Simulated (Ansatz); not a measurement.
## Geometry relaxation of TiAl3 (part 1 of 3)

- system: TiAl3 (8 atoms in the cell)
- method: DFT PBEsol, scalar-relativistic, plane waves, PAW, no spin polarisation (Ansatz 0.2.0)

The structure derives from a Materials Project entry. It belongs to a series of runs on one base structure; here: all atoms moved at random, sigma 0.25 A a component, cell strained at random, sigma 0.1; relaxed back. Figures and captions count atoms from 1; the log counts them from 0 in places.

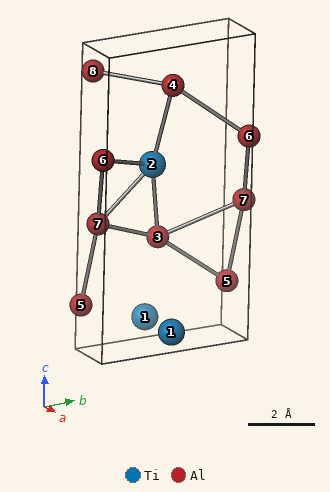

Figure 1. The input geometry (ball-and-stick view of the cell of the calculation, set on other vectors, seen slightly off an axis; atoms are numbered from 1 in the order of the input). An atom can appear more than once, as a periodic image.

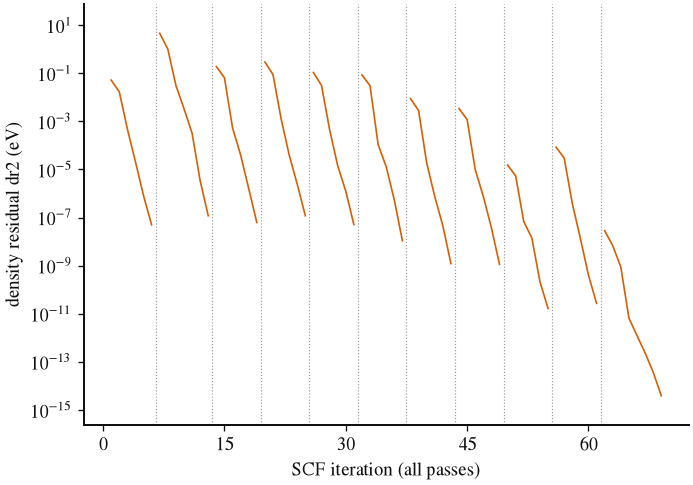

Figure 2. Convergence of the self-consistent field: density residual dr2 against the SCF iteration. The dotted lines part the SCF passes of the relaxation: geometry steps, rejected trials and re-solves on a re-selected basis. The 11 passes take 6 to 8 iterations each, 69 in all.

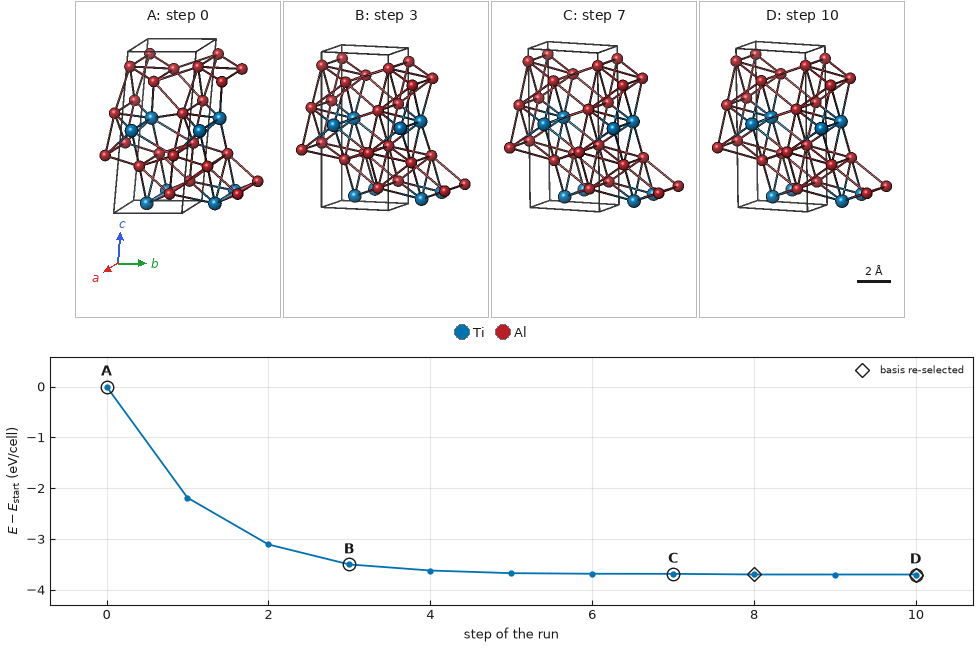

Figure 3. Frames of the relaxation (ball-and-stick view of the cell of the calculation, repeated 2 × 2 × 1, seen slightly off an axis) above the curves, on which the letters mark them (the first geometry is step 0 here and step 1 in the log).

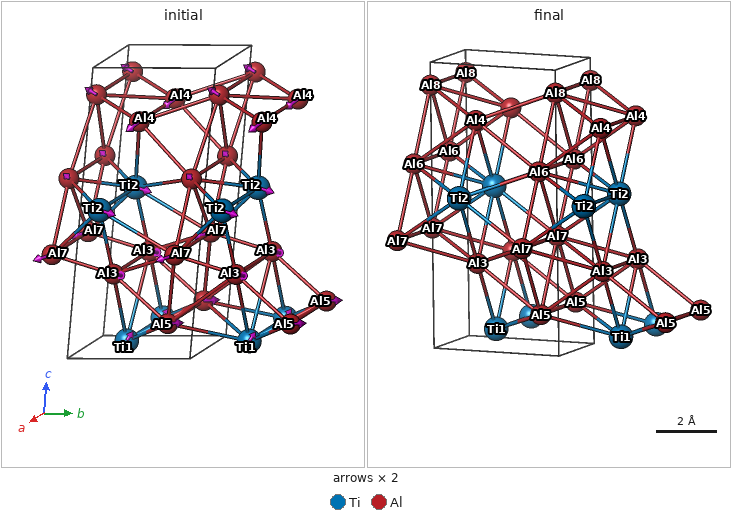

Figure 4. Before (left) and after (right) the relaxation, at one scale (ball-and-stick view of the cell of the calculation, repeated 2 × 2 × 1, seen slightly off an axis). The pink arrows give the displacements (without the part carried along by the change of the cell), magnified 2 times. The largest move relative to the cell is that of Al3, 0.41 Å. By element the largest moves are Al 0.41 Å, Ti 0.35 Å. The volume changes by −5.2 %, with a 3.013 → 2.782 Å (−7.6 %), b 4.648 → 4.667 Å (+0.4 %), c 9.900 → 9.793 Å (−1.1 %), α 83.5° → 90.0°, β 102.5° → 90.0°, γ 87.8° → 90.0°. Among the contacts that change: Al5–Al7 3.690 → 2.845 Å, Al3–Al7 3.653 → 2.849 Å, Ti2–Al3 3.463 → 2.811 Å, Ti2–Al4 3.470 → 2.821 Å. The space group (tolerance 0.01 Å) goes from P1 (No. 1) to Pmm2 (No. 25). Over 8 geometry steps the energy falls by 3.699 eV per cell of the calculation. The largest force component goes from 4.5 to 0.0011 eV/Å. Pressure: 6.51 GPa at the start and 0.01 GPa at the end. The basis was re-selected once at an unchanged geometry, which shifts the energy a little without any move. The energy change given includes the shifts at the re-selections in mid-walk, which come without any move. A last SCF at the same geometry on a re-selected plane-wave basis shifts the energy by −0.1 meV per cell of the calculation. (Atoms are counted from 1 in the order of the input.)

The input and output of the run follow.

The input:
```yaml
crystal:
  lattice:
    - [2.9949125084, 0.0644025215, -0.3199794945]
    - [0.1081576326, 4.638693887, 0.2731942414]
    - [-1.1259032006, 0.5723954136, 9.8193397468]
  atoms:
    - { symbol: Ti, position: [0.0287017827, 0.4809349224, 0.0645845418] }
    - { symbol: Ti, position: [-0.0189041489, 0.4276734925, 0.5881992745] }
    - { symbol: Al, position: [0.6419782847, 0.4937449661, 0.3418701754] }
    - { symbol: Al, position: [0.3942925265, 0.526689243, 0.8464824241] }
    - { symbol: Al, position: [0.5803316781, -0.0439747627, 0.167113009] }
    - { symbol: Al, position: [0.4579062856, 0.0109834975, 0.6550396673] }
    - { symbol: Al, position: [-0.1058383672, 0.0490273126, 0.4276410163] }
    - { symbol: Al, position: [0.0215319585, 0.0549213286, 0.9090688916] }
basis:
  ecutwfc: 420
kpoints:
  mp_grid: { grid: [12, 8, 4] }
hamiltonian:
  xc: pbesol
scf:
  occupations: { method: gaussian, width: 0.15 }
output:
  forces: true
  stress: true
  eigenvalues: true
relax:
  adjacent_minimum: "off"
  f_tol: 0.01
  max_steps: 80
  cell: { stress_tol: 0.1 }
```

Launched with:
```bash
ansatz run input.yaml --threads 2 --pin off --max-ram 5120MiB --backend cpu --events-out ev --progress --plain --runs-dir out
```

Output:
```
Engine: ansatz 0.2.0, x86_64-unknown-linux-gnu
Pseudopotentials: kind: paw
Pseudopotential: Ti, paw, valence charge 12, recommended cutoff 420 eV (normal), Ti.paw.azcp
Pseudopotential: Al, paw, valence charge 3, recommended cutoff 420 eV (normal), Al.paw.azcp
Functional definition: PBEsol
  exchange = pbesol_x
  correlation = pbesol_c
Crystal: 8 atoms, lattice volume = 134.167 Å³
Basis set: ecut = 420 eV, 2599 PW (Γ), exchange–correlation on 48×64×144 points (8 copies of the dense FFT grid, shifted against one another)
Bands: 29, of which v1, the nominal top of the filled ones, is band 21 counted from 1 (20 counted from 0)
Symmetry: 1 space group operations
Space group: P1 (ITA 1), of the structure as read, at distance tolerance 5.1e-5 Å
k-points: 196 of 384 (time reversal used)
Non-local potential: Ti, projectors of the file, l = 0: 3, l = 1: 2, l = 2: 3, l = 3: 1
Non-local potential: Al, projectors of the file, l = 0: 2, l = 1: 2, l = 2: 1
PAW form: soft (Blöchl's): semilocal exchange-correlation on the pseudo side does not see the compensation charge
PAW frozen core: Ti, regenerated for the run's functional, and the local potential with it (the file was generated under x = pbe(κ = 0.804, μ = 0.2195149727645171), c = pbe(β = 0.06672455060314922))
PAW frozen core: Al, regenerated for the run's functional, and the local potential with it (the file was generated under x = pbe(κ = 0.804, μ = 0.2195149727645171), c = pbe(β = 0.06672455060314922))
PAW one-centre angular grid: Ti, 590 points (default); XC on 64 Gauss nodes
PAW one-centre angular grid: Al, 110 points (default); XC on 64 Gauss nodes
Initial density: superposition of atomic densities (neutral atoms: chi_scale 0, normalization atom), corrected by the library's trained network
Initial wavefunctions: pseudopotential atomic-orbital guess
Functional: x = pbesol(κ = 0.804, μ = 0.12345679012345678), c = pbesol(β = 0.046)
SCF iter   1: F=—  HF=-8093.372245 eV  |F-HF|=—  |Δ(HF+E_count)|=         —  Δρ=5.48e-3  dr2=5.22e-2  ethr=1.77e-3  ⟨swp⟩=6.1  Hψ=27976  notcnv=0
preconditioner: auto → Kerker (q_TF=auto, 2.248 Å⁻¹)  [metal: Δε(μ)=0.008 eV  Ē_g=4.909 eV  σ=0.150 eV  W_gap=0.03  n_scr=22 (ndim 8)  ℏωp=16.3 eV  f_vac=0.000  D(μ)=5.25/eV (n_scr^D=46)]
SCF iter   2: F=—  HF=-8093.366193 eV  |F-HF|=—  |Δ(HF+E_count)|=   6.05e-3  Δρ=2.81e-3  dr2=1.71e-2  ethr=1.24e-4  ⟨swp⟩=1.0  Hψ=7252  notcnv=0
SCF iter   3: F=—  HF=-8093.363853 eV  |F-HF|=—  |Δ(HF+E_count)|=   2.34e-3  Δρ=4.13e-4  dr2=4.90e-4  ethr=4.07e-5  ⟨swp⟩=2.5  Hψ=7159  notcnv=0
SCF iter   4: F=—  HF=-8093.363784 eV  |F-HF|=—  |Δ(HF+E_count)|=   6.90e-5  Δρ=8.84e-5  dr2=2.10e-5  ethr=1.17e-6  ⟨swp⟩=2.3  Hψ=7354  notcnv=0
SCF iter   5: F=—  HF=-8093.363827 eV  |F-HF|=—  |Δ(HF+E_count)|=   4.28e-5  Δρ=2.58e-5  dr2=8.13e-7  ethr=5.01e-8  ⟨swp⟩=2.4  Hψ=9231  notcnv=0
SCF iter   6: F=-8093.363827 eV  HF=-8093.363827 eV  |F-HF|=3.63e-8  |Δ(HF+E_count)|=   1.74e-7  Δρ=5.31e-6  dr2=4.96e-8  ethr=2.38e-10  ⟨swp⟩=8.8  Hψ=24825  notcnv=0
SCF 1 converged in 6 iterations: F = -8093.363827 eV  dr2 = 4.96e-8
  greatest PAW one-centre occupation: 0.999 electrons in one spin orbital (limit 2), on the Ti atom at site 0 (counted from 0), in its partial waves of l = 0
relax step   1: F+E_penalty+E_count = -8093.36382653 eV  Δ(F+E_penalty+E_count) = +0.000e0 eV  max|allowed force component| = 4.526e0 eV/Å  Δτ_max = 0.0000 Å  P = +6.509 GPa  Ω = 134.167 Å³  (6 SCF iters, dr2 threshold 1.00e-7 eV, accepted)
Crystal: 8 atoms, lattice volume = 127.448 Å³
Basis set: ecut = 420 eV, 2487 PW (Γ), exchange–correlation on 48×64×144 points (8 copies of the dense FFT grid, shifted against one another)
Initial density: handed on by an earlier stage of this run
Initial wavefunctions: those handed on with the density
SCF iter   1: F=—  HF=-8095.914123 eV  |F-HF|=—  |Δ(HF+E_count)|=         —  Δρ=2.81e-2  dr2=4.63e0  ethr=3.10e-3  ⟨swp⟩=7.6  Hψ=27199  notcnv=0
preconditioner: auto → Kerker (q_TF=auto, 2.267 Å⁻¹)  [metal: Δε(μ)=0.002 eV  Ē_g=5.127 eV  σ=0.150 eV  W_gap=0.01  n_scr=20 (ndim 8)  ℏωp=16.8 eV  f_vac=0.000  D(μ)=4.77/eV (n_scr^D=36)]
SCF iter   2: F=—  HF=-8095.653921 eV  |F-HF|=—  |Δ(HF+E_count)|=   2.60e-1  Δρ=1.33e-2  dr2=1.02e0  ethr=3.10e-3  ⟨swp⟩=2.0  Hψ=8087  notcnv=0  defer=155
SCF iter   3: F=—  HF=-8095.553043 eV  |F-HF|=—  |Δ(HF+E_count)|=   1.01e-1  Δρ=2.74e-3  dr2=3.14e-2  ethr=2.44e-3  ⟨swp⟩=2.3  Hψ=7051  notcnv=0  defer=213
SCF iter   4: F=—  HF=-8095.551983 eV  |F-HF|=—  |Δ(HF+E_count)|=   1.06e-3  Δρ=9.03e-4  dr2=3.41e-3  ethr=7.48e-5  ⟨swp⟩=1.9  Hψ=6854  notcnv=0  defer=229
SCF iter   5: F=—  HF=-8095.551779 eV  |F-HF|=—  |Δ(HF+E_count)|=   2.05e-4  Δρ=2.49e-4  dr2=3.24e-4  ethr=8.11e-6  ⟨swp⟩=1.0  Hψ=5434  notcnv=0  defer=229
SCF iter   6: F=—  HF=-8095.551777 eV  |F-HF|=—  |Δ(HF+E_count)|=   1.45e-6  Δρ=6.05e-5  dr2=3.40e-6  ethr=7.72e-7  ⟨swp⟩=1.0  Hψ=5685  notcnv=0  defer=250
SCF iter   7: F=-8095.551776 eV  HF=-8095.551776 eV  |F-HF|=8.02e-8  |Δ(HF+E_count)|=   1.20e-6  Δρ=9.62e-6  dr2=1.19e-7  ethr=1.90e-9  ⟨swp⟩=10.5  Hψ=29493  notcnv=0
SCF 2 converged in 7 iterations: F = -8095.551776 eV  dr2 = 1.19e-7
  greatest PAW one-centre occupation: 0.999 electrons in one spin orbital (limit 2), on the Ti atom at site 1 (counted from 0), in its partial waves of l = 0
relax step   2: F+E_penalty+E_count = -8095.55177609 eV  Δ(F+E_penalty+E_count) = -2.188e0 eV  max|allowed force component| = 1.670e0 eV/Å  Δτ_max = 0.1700 Å  P = +5.008 GPa  Ω = 127.448 Å³  energy of the carried Pulay correction = +1.766e-3 eV  (7 SCF iters, dr2 threshold 8.00e-7 eV, accepted)
Crystal: 8 atoms, lattice volume = 124.762 Å³
Basis set: ecut = 420 eV, 2425 PW (Γ), exchange–correlation on 48×64×144 points (8 copies of the dense FFT grid, shifted against one another)
iter 1 solved again at ethr=4.43e-4 eV; its pass at ethr=3.10e-3 eV (dr2=1.86e-1 eV) is discarded
SCF iter   1: F=—  HF=-8096.517859 eV  |F-HF|=—  |Δ(HF+E_count)|=         —  Δρ=1.10e-2  dr2=1.91e-1  ethr=4.43e-4  ⟨swp⟩=1.0  Hψ=35998  notcnv=0
preconditioner: auto → Kerker (q_TF=auto, 2.276 Å⁻¹)  [metal: Δε(μ)=0.002 eV  Ē_g=5.206 eV  σ=0.150 eV  W_gap=0.01  n_scr=20 (ndim 8)  ℏωp=17.0 eV  f_vac=0.000  D(μ)=6.01/eV (n_scr^D=60)]
SCF iter   2: F=—  HF=-8096.487395 eV  |F-HF|=—  |Δ(HF+E_count)|=   3.05e-2  Δρ=6.36e-3  dr2=6.57e-2  ethr=4.43e-4  ⟨swp⟩=1.0  Hψ=5684  notcnv=0
SCF iter   3: F=—  HF=-8096.471700 eV  |F-HF|=—  |Δ(HF+E_count)|=   1.57e-2  Δρ=6.31e-4  dr2=5.47e-4  ethr=1.57e-4  ⟨swp⟩=2.2  Hψ=7731  notcnv=0
SCF iter   4: F=—  HF=-8096.471590 eV  |F-HF|=—  |Δ(HF+E_count)|=   1.10e-4  Δρ=1.82e-4  dr2=4.02e-5  ethr=1.30e-6  ⟨swp⟩=2.5  Hψ=9392  notcnv=0
SCF iter   5: F=—  HF=-8096.471579 eV  |F-HF|=—  |Δ(HF+E_count)|=   1.13e-5  Δρ=3.61e-5  dr2=1.62e-6  ethr=9.56e-8  ⟨swp⟩=2.3  Hψ=9405  notcnv=0
SCF iter   6: F=-8096.471578 eV  HF=-8096.471578 eV  |F-HF|=4.25e-8  |Δ(HF+E_count)|=   5.46e-7  Δρ=7.79e-6  dr2=6.26e-8  ethr=1.90e-9  ⟨swp⟩=7.0  Hψ=28238  notcnv=0
SCF 3 converged in 6 iterations: F = -8096.471578 eV  dr2 = 6.26e-8
relax step   3: F+E_penalty+E_count = -8096.47157798 eV  Δ(F+E_penalty+E_count) = -9.198e-1 eV  max|allowed force component| = 9.047e-1 eV/Å  Δτ_max = 0.2000 Å  P = +3.690 GPa  Ω = 124.762 Å³  energy of the carried Pulay correction = +2.498e-3 eV  (6 SCF iters, dr2 threshold 8.00e-7 eV, accepted)
Crystal: 8 atoms, lattice volume = 123.919 Å³
Basis set: ecut = 420 eV, 2419 PW (Γ), exchange–correlation on 48×64×144 points (8 copies of the dense FFT grid, shifted against one another)
iter 1 solved again at ethr=6.67e-4 eV; its pass at ethr=3.10e-3 eV (dr2=2.80e-1 eV) is discarded
SCF iter   1: F=—  HF=-8096.914567 eV  |F-HF|=—  |Δ(HF+E_count)|=         —  Δρ=1.08e-2  dr2=2.97e-1  ethr=6.67e-4  ⟨swp⟩=1.0  Hψ=36001  notcnv=0
preconditioner: auto → Kerker (q_TF=auto, 2.278 Å⁻¹)  [metal: Δε(μ)=0.004 eV  Ē_g=5.262 eV  σ=0.150 eV  W_gap=0.01  n_scr=18 (ndim 8)  ℏωp=17.0 eV  f_vac=0.000  D(μ)=5.80/eV (n_scr^D=54)]
SCF iter   2: F=—  HF=-8096.880930 eV  |F-HF|=—  |Δ(HF+E_count)|=   3.36e-2  Δρ=6.01e-3  dr2=8.92e-2  ethr=6.67e-4  ⟨swp⟩=1.0  Hψ=5684  notcnv=0
SCF iter   3: F=—  HF=-8096.864773 eV  |F-HF|=—  |Δ(HF+E_count)|=   1.62e-2  Δρ=7.40e-4  dr2=1.32e-3  ethr=2.12e-4  ⟨swp⟩=2.2  Hψ=8233  notcnv=0
SCF iter   4: F=—  HF=-8096.864566 eV  |F-HF|=—  |Δ(HF+E_count)|=   2.07e-4  Δρ=1.73e-4  dr2=4.05e-5  ethr=3.15e-6  ⟨swp⟩=2.7  Hψ=9333  notcnv=0
SCF iter   5: F=—  HF=-8096.864537 eV  |F-HF|=—  |Δ(HF+E_count)|=   2.96e-5  Δρ=3.97e-5  dr2=2.44e-6  ethr=9.65e-8  ⟨swp⟩=2.2  Hψ=9629  notcnv=0
SCF iter   6: F=-8096.864536 eV  HF=-8096.864536 eV  |F-HF|=7.73e-8  |Δ(HF+E_count)|=   4.71e-7  Δρ=9.62e-6  dr2=1.19e-7  ethr=1.90e-9  ⟨swp⟩=7.8  Hψ=29649  notcnv=0
SCF 4 converged in 6 iterations: F = -8096.864536 eV  dr2 = 1.19e-7
relax step   4: F+E_penalty+E_count = -8096.86453607 eV  Δ(F+E_penalty+E_count) = -3.930e-1 eV  max|allowed force component| = 5.001e-1 eV/Å  Δτ_max = 0.1952 Å  P = +3.055 GPa  Ω = 123.919 Å³  energy of the carried Pulay correction = +2.731e-3 eV  (6 SCF iters, dr2 threshold 8.00e-7 eV, accepted)
```
